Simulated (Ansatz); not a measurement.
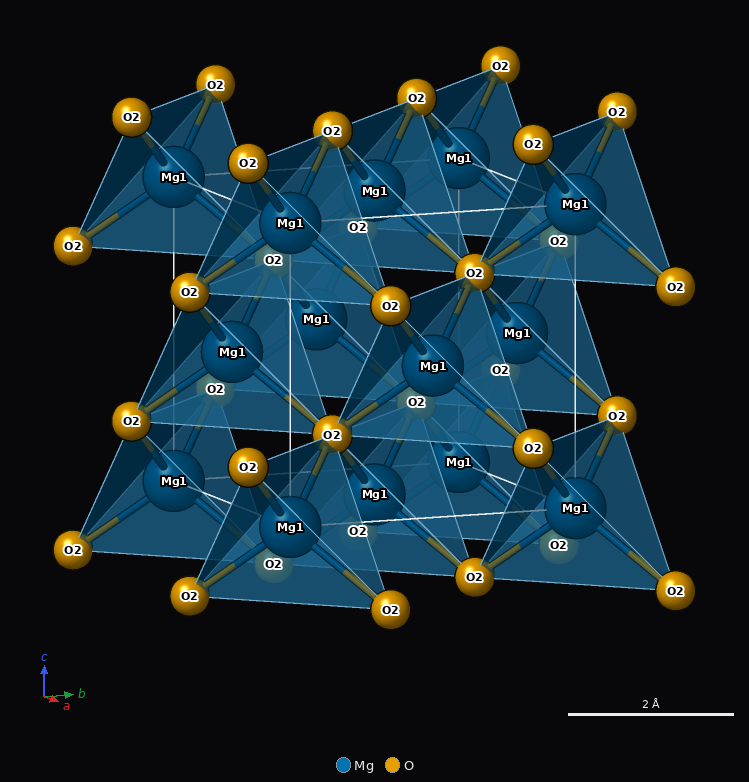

The structure (polyhedral view of the cell 4 times as large as that of the calculation, set on its symmetry axes, seen slightly off an axis; polyhedra are completed across the faces of the cell; atoms are numbered from 1 in the order of the input). An atom can appear more than once, as a periodic image.

# Two runs on MgO

System: MgO (F-43m, 2 atoms in the cell).
Method of the first run: DFT, r2SCAN, PAW with other files of Ansatz's library (core large), scalar-relativistic, no spin polarisation (Ansatz 0.2.0).

Its volume is 0.55 times that of the source entry. Text and figures count atoms from 1; the logs count them from 0 in places.

## The input, the first run
```yaml
crystal:
  lattice:
    - [0.0, 1.8699114102, 1.8699114102]
    - [1.8699114102, 0.0, 1.8699114102]
    - [1.8699114102, 1.8699114102, 0.0]
  atoms:
    - { symbol: Mg, position: [0.0, 0.0, 0.0] }
    - { symbol: O, position: [0.25, 0.25, 0.25] }
kpoints:
  mp_grid: { grid: [16, 16, 16] }
scf:
  occupations: { method: fermi_dirac, width: 0.1 }
hamiltonian:
  xc: r2scan
  pseudopotentials: { kind: paw, core: large }
output:
  forces: true
  stress: true
  eigenvalues: true
```

Launched with:
```bash
ansatz run input.yaml --threads 1 --pin off --max-ram 2048MiB --backend cpu --events-out ev --progress --plain --runs-dir out
```

Hardware: 1 thread of Arm Neoverse V1, 112 GiB of memory available, shared host.

## Output, shortened to warnings, some set-up lines, iterations and results (the first run)
```
Warning: of Mg the run reads no dataset of the core that `hamiltonian.pseudopotentials.core` asks for: this build lists none beside the file that it uses, or the input names that file
Basis set: ecut = 500 eV, 331 PW (Γ), exchange–correlation on 80×80×80 points (64 copies of the dense FFT grid, shifted against one another)
Symmetry: 24 space group operations
k-points: 145 of 4096 (time reversal used)
Initial density: superposition of atomic densities (neutral atoms: chi_scale 0, normalization atom), corrected by the library's trained network
[...]
SCF iter   1: F=—  HF=-2492.933971 eV  |F-HF|=—  |Δ(HF+E_count)|=         —  Δρ=1.92e-2  dr2=2.18e-2  dr2_τ=2.51e-1  ethr=1.77e-3  ⟨swp⟩=5.1  Hψ=10619  notcnv=0
SCF iter   2: F=—  HF=-2493.028763 eV  |F-HF|=—  |Δ(HF+E_count)|=   9.48e-2  Δρ=7.37e-3  dr2=4.87e-3  dr2_τ=6.15e-4  ethr=1.36e-4  ⟨swp⟩=2.0  Hψ=4639  notcnv=0
SCF iter   3: F=—  HF=-2493.026318 eV  |F-HF|=—  |Δ(HF+E_count)|=   2.44e-3  Δρ=3.35e-3  dr2=4.59e-4  dr2_τ=1.27e-4  ethr=3.05e-5  ⟨swp⟩=2.8  Hψ=2699  notcnv=0
SCF iter   4: F=—  HF=-2493.026010 eV  |F-HF|=—  |Δ(HF+E_count)|=   3.08e-4  Δρ=7.71e-4  dr2=2.58e-5  dr2_τ=4.56e-6  ethr=2.87e-6  ⟨swp⟩=3.0  Hψ=2790  notcnv=0
SCF iter   5: F=—  HF=-2493.026007 eV  |F-HF|=—  |Δ(HF+E_count)|=   3.32e-6  Δρ=1.04e-4  dr2=5.05e-7  dr2_τ=5.60e-8  ethr=1.61e-7  ⟨swp⟩=3.0  Hψ=2899  notcnv=0
SCF iter   6: F=-2493.026008 eV  HF=-2493.026008 eV  |F-HF|=6.57e-9  |Δ(HF+E_count)|=   6.48e-7  Δρ=8.43e-6  dr2=3.44e-9  dr2_τ=6.28e-10  ethr=6.25e-10  ⟨swp⟩=6.6  Hψ=8752  …
SCF 1 converged in 6 iterations: F = -2493.026008 eV  dr2 = 3.44e-9
SCF converged after 6 iterations
Free energy (F): -2493.026008 eV
Harris-Foulkes:  -2493.026008 eV  (|F-HF|=6.57e-9)
Internal energy: -2493.026008 eV  (E = F + TS)
E sigma→0 (E₀):  -2493.026008 eV
Fermi energy:    16.097977 eV
--- Per-component energies (eV) ---
  E_band       = -223.509818
  E_kinetic    = 276.531616
  E_local      = -1507.465705  (includes V_loc(G=0)·N_el)
  E_nonlocal   = 146.155530
  E_hartree    = 538.981808
  E_xc         = -108.679597
  E_vxc        = -156.568168  (∫ρ·V_xc dr)
  E_paw        = -452.800681  (= ΣΔE_a)
  E_vpaw       = -69.863040  (= ΣTr[D̂ρ^β])
  E_aug_tail   = 0.001028  (compensation charges beyond the density's cutoff)
  E_vtau       = 9.735328  (kinetic-family band-sum trace: ∫τ·v_τ [+ j·A + Jᵃ·Aᵃ] dr)
  E_ewald      = -1385.691858
  E_core_change = -0.058149  (= ΣΔE_core)
  E_smearing   = -0.000000  (= −TS)
  E_closure    = 0.000000  (closes the sum)
  Σ components = -2493.026008   (vs F -2493.026008, Δ=0.00e0)
--- Forces (eV/Å), atoms counted from 1 ---
  atom   1  Mg     0.00000000    -0.00000000     0.00000000
  atom   2  O     -0.00000000     0.00000000     0.00000000
  max |Σ_I F_I| component: 5.92e-16 eV/Å
--- Stress (GPa, compression-positive) ---
      247.546317       0.000000      -0.000000
        0.000000     247.546317       0.000000
       -0.000000       0.000000     247.546317
  P = ⅓ Tr σ = 247.5463 GPa (2475.463 kbar)
```

The second run used a changed input.

## The two runs side by side

```csv
quantity,the first run,the second run
outcome,converged,converged
free energy per atom (eV),−1246.5130,−3750.8335
gap on the mesh (eV),8.34,8.35
pressure (GPa),247.55,248.06
largest force (eV/Å),0.000,0.000
SCF iterations,6,8
irreducible k-points,145,145
plane waves at Γ,331,531
wall time (shared host),5.8 s,47 s
```

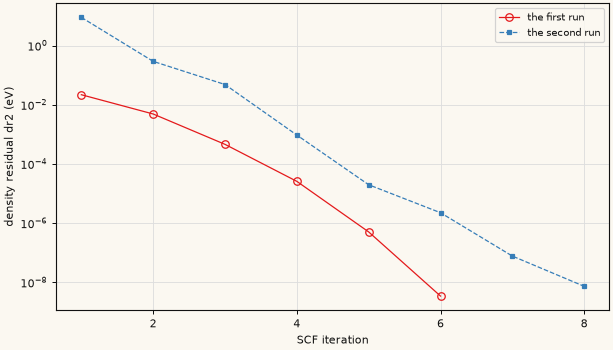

Convergence of the two runs: density residual dr2 against the SCF iteration. The first run takes 6 iterations in all, and the second run takes 8.

Which change of the input explains these differences?

The change (lines with − go, lines with + come):
```diff
-  pseudopotentials: { kind: paw, core: large }
+  pseudopotentials: { kind: all_electron, datasets: crystal }
```

The total energies belong to different models, so their difference says nothing on which is more stable or more accurate. The pressure goes from 247.55 to 248.06 GPa. The SCF takes 8 iterations against 6. The plane waves at Γ go from 331 to 531. On the same kind of shared host the second run took about 8.1 times as long.

## Output, shortened to warnings, some set-up lines, iterations and results (the second run)
```
Basis set: ecut = 680 eV, 531 PW (Γ), exchange–correlation on 90×90×90 points (27 copies of the dense FFT grid, shifted against one another)
Symmetry: 24 space group operations
k-points: 145 of 4096 (time reversal used)
Initial density: superposition of atomic densities (neutral atoms: chi_scale 0, normalization atom)
[...]
SCF iter   1: F=—  HF=-7504.085216 eV  |F-HF|=—  |Δ(HF+E_count)|=         —  Δρ=2.93e-1  dr2=8.94e0  dr2_τ=1.84e0  ethr=5.67e-2  ⟨swp⟩=2.1  Hψ=9746  notcnv=0
SCF iter   2: F=—  HF=-7501.606369 eV  |F-HF|=—  |Δ(HF+E_count)|=    2.48e0  Δρ=8.78e-2  dr2=2.92e-1  dr2_τ=6.74e-1  ethr=1.79e-3  ⟨swp⟩=2.2  Hψ=7884  notcnv=0  defer=2
SCF iter   3: F=—  HF=-7501.647026 eV  |F-HF|=—  |Δ(HF+E_count)|=   4.07e-2  Δρ=3.08e-2  dr2=4.82e-2  dr2_τ=1.18e-3  ethr=1.79e-3  ⟨swp⟩=2.4  Hψ=3554  notcnv=0
SCF iter   4: F=—  HF=-7501.664831 eV  |F-HF|=—  |Δ(HF+E_count)|=   1.78e-2  Δρ=5.17e-3  dr2=9.45e-4  dr2_τ=7.08e-5  ethr=3.01e-4  ⟨swp⟩=2.2  Hψ=4235  notcnv=0  defer=1
SCF iter   5: F=—  HF=-7501.668243 eV  |F-HF|=—  |Δ(HF+E_count)|=   3.41e-3  Δρ=9.08e-4  dr2=1.98e-5  dr2_τ=1.42e-4  ethr=5.91e-6  ⟨swp⟩=3.0  Hψ=4069  notcnv=0
SCF iter   6: F=—  HF=-7501.667026 eV  |F-HF|=—  |Δ(HF+E_count)|=   1.22e-3  Δρ=3.15e-4  dr2=2.25e-6  dr2_τ=4.73e-7  ethr=1.24e-7  ⟨swp⟩=3.0  Hψ=4791  notcnv=0
SCF iter   7: F=—  HF=-7501.667034 eV  |F-HF|=—  |Δ(HF+E_count)|=   8.38e-6  Δρ=4.78e-5  dr2=7.72e-8  dr2_τ=1.68e-7  ethr=1.40e-8  ⟨swp⟩=3.0  Hψ=4050  notcnv=0
SCF iter   8: F=-7501.667034 eV  HF=-7501.667034 eV  |F-HF|=4.46e-9  |Δ(HF+E_count)|=   1.00e-7  Δρ=1.39e-5  dr2=7.34e-9  dr2_τ=2.78e-9  ethr=4.83e-10  ⟨swp⟩=3.0  Hψ=3350  …
SCF 1 converged in 8 iterations: F = -7501.667034 eV  dr2 = 7.34e-9
  Residual-converged pass: ⟨swp⟩=2.0  Hψ=2900  notcnv=0  max |occ|·‖R‖ = 5.1e-6 eV (tolerance 5.3e-6 eV)  dr2=7.49e-9  dr2_τ=2.82e-9  dr2_onsite=1.08e-8  max |Δocc| = 9.9e-23
SCF converged after 8 iterations
Free energy (F): -7501.667034 eV
Harris-Foulkes:  -7501.667034 eV  (|F-HF|=4.46e-9)
Internal energy: -7501.667034 eV  (E = F + TS)
E sigma→0 (E₀):  -7501.667034 eV
Past the cutoff: the bands carry plane waves up to 2.50 times it, of which those up to 1.5 times it add -0.000711 eV an atom, each by itself; the spheres take 0.000207 eV an atom off the energy for waves past 2.50 times it
Past the cutoffs: a stress includes 0.0107 GPa for waves and charges beyond them, in addition to the slope of what the spheres take
In the spheres:  the bands' charges fall short by 2.6e-7 e at most (sound up to 1e-3)
Fermi energy:    15.656293 eV
--- Per-component energies (eV) ---
  E_band       = -232.325512
  E_kinetic    = 420.185360
  E_local      = -1222.502856  (includes V_loc(G=0)·N_el)
  E_nonlocal   = -270.811779
  E_hartree    = 576.577829
  E_xc         = -138.986162
  E_vxc        = -204.031336  (∫ρ·V_xc dr)
  E_paw        = -7635.829763  (= ΣΔE_a)
  E_vpaw       = -2278.304571  (= ΣTr[D̂ρ^β])
  E_vtau       = 14.591767  (kinetic-family band-sum trace: ∫τ·v_τ [+ j·A + Jᵃ·Aᵃ] dr)
  E_ewald      = -1385.691858
  E_smearing   = -0.000000  (= −TS)
  E_closure    = 2155.392195  (closes the sum)
  Σ components = -7501.667034   (vs F -7501.667034, Δ=9.09e-13)
  The terms above E_closure are by the made datasets' own strengths, without shells solved beside the bands.
--- Forces (eV/Å), atoms counted from 1 ---
  atom   1  Mg     0.00000000     0.00000000    -0.00000000
  atom   2  O     -0.00000000     0.00000000    -0.00000000
  max |Σ_I F_I| component: 2.78e-16 eV/Å
--- Stress (GPa, compression-positive) ---
      248.058182       0.000000      -0.000000
        0.000000     248.058182       0.000000
       -0.000000       0.000000     248.058182
  P = ⅓ Tr σ = 248.0582 GPa (2480.582 kbar)
```

For both runs: The cell is under a pressure of 248 GPa at this level, so it is not at its equilibrium volume.
